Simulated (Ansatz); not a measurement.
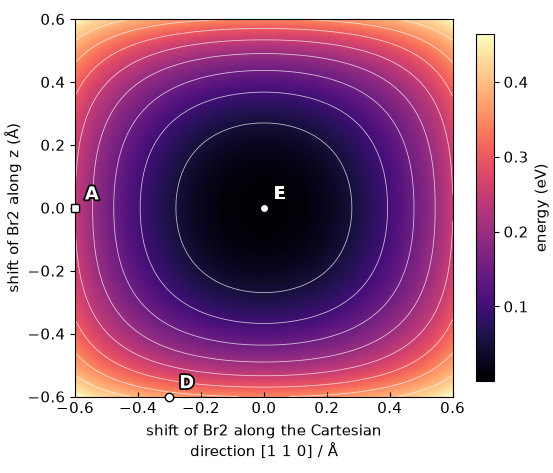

RbBr (Fm-3m, No. 225; 2 atoms in the cell). Atom Br2 is moved over a plane while all other atoms and the cell stay fixed (its periodic images move with it) (x, y and z along the cube axes). The first coordinate is: shift of Br2 along the Cartesian direction [1 1 0]; the second: shift of Br2 along z. Grid: 5 × 5 points; 9 points were computed and 16 follow by symmetry. Points are written as (first, second). All energies are given in eV per cell relative to the lowest grid point. The reference cell is the one listed in the database, not relaxed at this level. Computed with Ansatz, DFT PBE, scalar-relativistic, plane waves, PAW. Settings: cutoff 420 eV, k-mesh 6×6×6, gaussian smearing 0.05 eV, no spin polarisation.

In the figure: a smooth colour map with a few white contour lines, lettered points. Between grid points the surface is interpolated.

Q: Rank the lettered points by energy, lowest first.

A: E (0.000 eV), A (0.250 eV), D (0.372 eV).
